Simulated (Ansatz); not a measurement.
**Band-structure calculation of Cu**

Cu (1 atom in the cell), computed with DFT, LDA, PAW with Ansatz's default frozen-core files, scalar-relativistic, no spin polarisation (Ansatz 0.2.0).

The structure derives from an entry of the Crystallography Open Database. It belongs to a series of runs on one base structure; here: functional lda, PAW files. Figures and captions count atoms from 1; the log counts them from 0 in places.

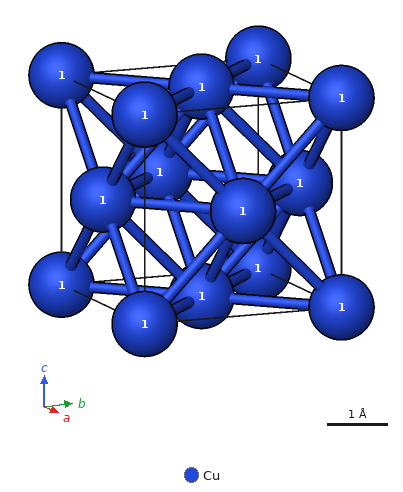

*The input geometry (ball-and-stick view of the cell 4 times as large as that of the calculation, set on its symmetry axes, seen slightly off an axis; atoms are numbered from 1 in the order of the input).*

**The input**
```yaml
crystal:
  lattice:
    - [0.0, 1.8075, 1.8075]
    - [1.8075, 0.0, 1.8075]
    - [1.8075, 1.8075, 0.0]
  atoms:
    - { symbol: Cu, position: [0.0, 0.0, 0.0] }
kpoints:
  mp_grid: { grid: [19, 19, 19] }
  band_path:
    path:
      - [0.0, 0.0, 0.0]
      - [0.5, 0.0, 0.5]
      - [0.625, 0.25, 0.625]
      - [0.375, 0.375, 0.75]
      - [0.0, 0.0, 0.0]
      - [0.5, 0.5, 0.5]
      - [0.5, 0.25, 0.75]
      - [0.5, 0.0, 0.5]
    npoints: 5
scf:
  occupations: { method: fermi_dirac, width: 0.08 }
hamiltonian:
  xc: lda
  pseudopotentials: { kind: paw }
output:
  forces: true
  stress: true
  eigenvalues: true
  efg: { contact_densities: true }
  write_density: true
  write_potential: true
  elf: true
  volumetric_format: npy
```

Machine: 1 thread of an x86-64 CPU, shared host.

Launched with:
```bash
ansatz run input.yaml --threads 1 --pin off --max-ram 2048MiB --backend cpu --events-out ev --progress --plain --runs-dir out
```

**The program's output**
```
Engine: ansatz 0.2.0, x86_64-unknown-linux-gnu
Pseudopotentials: kind: paw
Pseudopotential: Cu, paw, valence charge 19, recommended cutoff 420 eV (normal), Cu.paw.azcp
Functional definition: SPW92
  exchange = slater_x
  correlation = pw_c
Crystal: 1 atoms, lattice volume = 11.810 Å³
Basis set: ecut = 420 eV, 259 PW (Γ)
Bands: 14, of which v1, the nominal top of the filled ones, is band 10 counted from 1 (9 counted from 0)
Symmetry: 48 space group operations
Space group: Fm-3m (ITA 225), of the structure as read, at distance tolerance 2.3e-5 Å
k-points: 220 of 6859
Non-local potential: Cu, projectors of the file, l = 0: 3, l = 1: 2, l = 2: 3, l = 3: 1
PAW form: soft (Blöchl's): semilocal exchange-correlation on the pseudo side does not see the compensation charge
PAW frozen core: Cu, regenerated for the run's functional, and the local potential with it (the file was generated under x = pbe(κ = 0.804, μ = 0.2195149727645171), c = pbe(β = 0.06672455060314922))
PAW one-centre angular grid: Cu, 590 points (default); XC on 64 Gauss nodes
Initial density: superposition of atomic densities (neutral atoms: chi_scale 0, normalization atom), corrected by the library's trained network
Initial wavefunctions: pseudopotential atomic-orbital guess
Functional: x = slater, c = lda
SCF iter   1: F=—  HF=-6555.691815 eV  |F-HF|=—  |Δ(HF+E_count)|=         —  Δρ=2.40e-2  dr2=3.08e-2  ethr=1.77e-3  ⟨swp⟩=5.5  Hψ=15458  notcnv=0
preconditioner: auto → none  [metal: Δε(μ)=0.007 eV  Ē_g=16.911 eV  σ=0.080 eV  W_gap=0.02  n_scr=0 (ndim 8)  ℏωp=35.8 eV  f_vac=0.000  D(μ)=0.35/eV (n_scr^D=0)]
SCF iter   2: F=—  HF=-6555.684065 eV  |F-HF|=—  |Δ(HF+E_count)|=   7.75e-3  Δρ=1.72e-3  dr2=2.79e-4  ethr=1.62e-4  ⟨swp⟩=2.7  Hψ=6711  notcnv=0  defer=36
SCF iter   3: F=—  HF=-6555.684021 eV  |F-HF|=—  |Δ(HF+E_count)|=   4.48e-5  Δρ=1.40e-3  dr2=6.21e-5  ethr=1.47e-6  ⟨swp⟩=2.0  Hψ=4881  notcnv=0  defer=36
SCF iter   4: F=—  HF=-6555.684056 eV  |F-HF|=—  |Δ(HF+E_count)|=   3.53e-5  Δρ=2.26e-5  dr2=3.40e-8  ethr=3.27e-7  ⟨swp⟩=1.0  Hψ=3065  notcnv=0  defer=36
iter 5 did not close the SCF: its close was put off for the readings that it lacked (scf_convergence_deferred on its scf_iter line)
SCF iter   5: F=-6555.684056 eV  HF=-6555.684056 eV  |F-HF|=1.85e-10  |Δ(HF+E_count)|=   1.12e-7  Δρ=5.00e-6  dr2=9.92e-10  ethr=1.79e-10  ⟨swp⟩=2.1  Hψ=5165  notcnv=0  defer=36
SCF iter   6: F=-6555.684056 eV  HF=-6555.684056 eV  |F-HF|=2.82e-11  |Δ(HF+E_count)|=  3.46e-11  Δρ=8.17e-7  dr2=3.76e-11  ethr=5.22e-12  ⟨swp⟩=4.8  Hψ=15084  notcnv=0
SCF 1 converged in 6 iterations: F = -6555.684056 eV  dr2 = 3.76e-11
  greatest PAW one-centre occupation: 1.000 electrons in one spin orbital (limit 2), on the Cu atom at site 0 (counted from 0), in its partial waves of l = 0
```

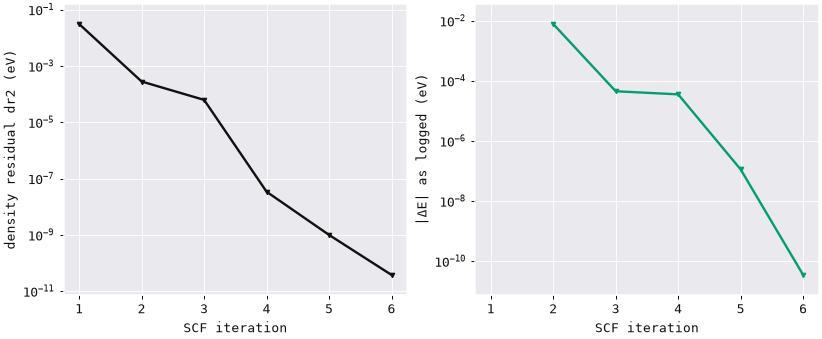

*Convergence of the self-consistent field: density residual dr2 and size of the energy change against the SCF iteration.*

The residual falls at every step.

```
NSCF: frozen V_eff on 36 k-points
SCF converged after 6 iterations
Free energy (F): -6555.684056 eV
Harris-Foulkes:  -6555.684056 eV  (|F-HF|=2.82e-11)
Internal energy: -6555.676752 eV  (E = F + TS)
E sigma→0 (E₀):  -6555.680404 eV
Entropy (-TS):   -0.007304 eV (-7.304 meV/atom)
Fermi energy:    16.367717 eV
--- Per-component energies (eV) ---
  E_band       = -364.081013
  E_kinetic    = 300.432349
  E_local      = -4052.613092  (includes V_loc(G=0)·N_el)
  E_nonlocal   = 393.977530
  E_hartree    = 1780.757271
  E_xc         = -89.108129
  E_vxc        = -115.566810  (∫ρ·V_xc dr)
  E_paw        = -1593.118866  (= ΣΔE_a)
  E_vpaw       = -451.825269  (= ΣTr[D̂ρ^β])
  E_aug_tail   = 0.000220  (compensation charges beyond the density's cutoff)
  E_ewald      = -3296.453696
  E_core_change = 0.449660  (= ΣΔE_core)
  E_smearing   = -0.007304  (= −TS)
  E_closure    = 0.000000  (closes the sum)
  Σ components = -6555.684056   (vs F -6555.684056, Δ=0.00e0)
--- Forces (eV/Å), atoms counted from 1 ---
  atom   1  Cu    -0.00000000    -0.00000000     0.00000000
  max |Σ_I F_I| component: 2.16e-32 eV/Å
--- Stress (GPa, compression-positive) ---
      -12.592466       0.000000      -0.000000
        0.000000     -12.592466      -0.000000
       -0.000000       0.000000     -12.592466
  P = ⅓ Tr σ = -12.5925 GPa (-125.925 kbar)
--- PAW observables at the nuclei: V_zz in 10²¹ V/m², potentials from the cell's mean, atoms counted from 1 ---
  atom   1  Cu V_zz =    +0.000000   η = 0.0000   by run symmetry: forbidden
            electrostatic potential = -3761.234892 V   contact ρ = 146780.252126 e/Å³
--- Band table (eV; the first three rows and the last of 220) ---
  k-point 0: bands = ["-95.4221", "-53.1754", "-53.1754", "-53.1754", "6.9101", "13.2810", "13.2810", "13.2810", "14.1299", "14.1299", "39.0461", "41.3294", "41.3294", "41.3294"]
  k-point 1: bands = ["-95.4217", "-53.1784", "-53.1759", "-53.1759", "7.0113", "13.2593", "13.3007", "13.3007", "14.1221", "14.1221", "38.4170", "40.1365", "41.0049", "41.0049"]
  k-point 2: bands = ["-95.4205", "-53.1870", "-53.1772", "-53.1772", "7.3121", "13.1996", "13.3527", "13.3527", "14.1052", "14.1052", "36.0892", "39.6634", "40.3831", "40.3831"]
  k-point 219: bands = ["-95.4031", "-53.2513", "-53.2471", "-53.2175", "12.1787", "12.6644", "12.8698", "14.0924", "14.8330", "22.1745", "22.3760", "24.6655", "25.5575", "43.2053"]
```

**File rho_z.tsv**
```
# z_ang	rho[e/angstrom^3]
# format = ansatz-planar-average/11
# lattice	0.000000000	1.807500000	1.807500000
# lattice	1.807500000	0.000000000	1.807500000
# lattice	1.807500000	1.807500000	0.000000000
# sites	1
# site	29	0.000000000	0.000000000	0.000000000
0.000000	4.704905e0
0.142011	4.217061e0
0.284021	3.086332e0
0.426032	1.937305e0
0.568042	1.125866e0
0.710053	6.598942e-1
0.852064	4.195799e-1
0.994074	3.034284e-1
1.136085	2.551461e-1
1.278096	2.433769e-1
1.420106	2.551461e-1
1.562117	3.034284e-1
1.704127	4.195799e-1
1.846138	6.598942e-1
1.988149	1.125866e0
2.130159	1.937305e0
2.272170	3.086332e0
2.414180	4.217061e0
```

**File v_z.tsv**
```
# z_ang	v_es[eV]	v_tot[eV]
# format = ansatz-planar-average/11
# xc	lda
# density_cutoff_ev	1680
# datasets	Cu=:simpson_from_first_knot:soft:shift=-2679975
# lattice	0.000000000	1.807500000	1.807500000
# lattice	1.807500000	0.000000000	1.807500000
# lattice	1.807500000	1.807500000	0.000000000
# sites	1
# site	29	0.000000000	0.000000000	0.000000000
0.000000	-1.001619e0	-1.553073e1
0.142011	-5.587983e-1	-1.493443e1
0.284021	7.682778e-1	-1.318053e1
0.426032	2.961198e0	-1.037074e1
0.568042	5.899845e0	-6.720665e0
0.710053	9.249466e0	-2.648271e0
0.852064	1.245333e1	1.217530e0
0.994074	1.493808e1	4.236013e0
1.136085	1.637574e1	6.020997e0
1.278096	1.680489e1	6.570791e0
1.420106	1.637574e1	6.020997e0
1.562117	1.493808e1	4.236013e0
1.704127	1.245333e1	1.217530e0
1.846138	9.249466e0	-2.648271e0
1.988149	5.899845e0	-6.720665e0
2.130159	2.961198e0	-1.037074e1
2.272170	7.682778e-1	-1.318053e1
2.414180	-5.587983e-1	-1.493443e1
```

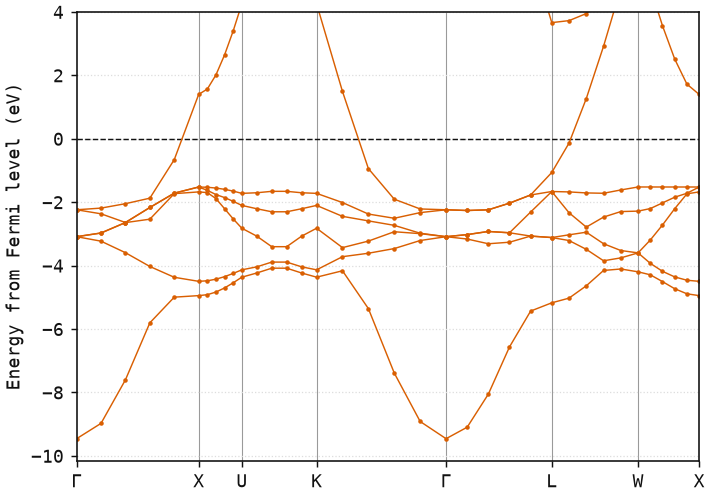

*Band structure along Γ–X–U–K–Γ–L–W–X, with energies from the Fermi level.*

Bands cross the Fermi level: a metal at this level of theory.

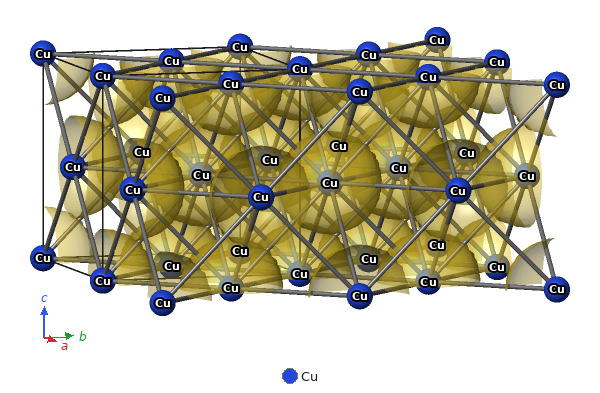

*Isosurface of the valence pseudo-density at 0.6 e/Å³ (yellow), seen slightly off an axis. Sticks mark near contacts. The outline is the cell set on symmetry axes.*

At this value the density breaks into separate islands; it holds about 85 % of the electrons treated as valence (semicore included). It is pinched off along the Cu–Cu (2.56 Å) contacts. On the grid the lowest density along these lines, outside the cores, is 0.27 e/Å³ (Cu–Cu, 2.56 Å). The fields are those of the smooth PAW valence density.

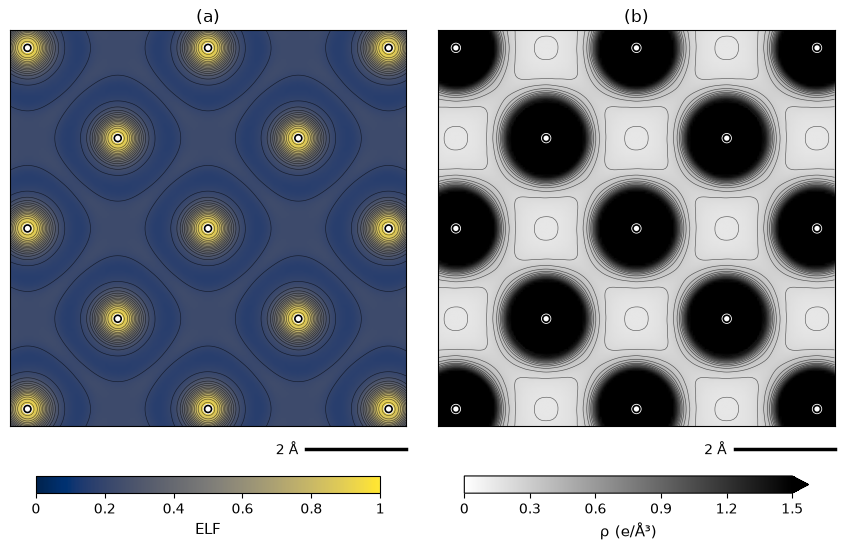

*(a) ELF; (b) valence pseudo-density on the (001) plane of the conventional cell. Circles mark the nuclei in the plane (Cu).*

The plane passes through Cu nuclei. Cu–Cu (2.56 Å): the density is about 0.27 e/Å³ at the midpoint; the ELF is about 0.20 at the midpoint (no localised pair between them). Away from the nuclei the density in this plane falls to 0.14 e/Å³ at its lowest. The strong features right at Cu lie inside the PAW spheres (semicore, d or f shells) and say nothing about bonding.

**Results in brief**

- outcome: converged
- space group (tolerance 0.01 Å): Fm-3m (225)
- electrons treated: 19
- free energy: −6555.6841 eV
- Fermi energy: 16.368 eV
- pressure: −12.59 GPa
- field gradient V_zz (10²¹ V/m²): zero at all sites
- electronic character: metal
- largest force (length of the vector): under 0.001 eV/Å
- wall time: 4.2 s
- peak memory: 0.47 GiB

The cell is under a tension of 12.6 GPa at this level, so it is not at its equilibrium volume.
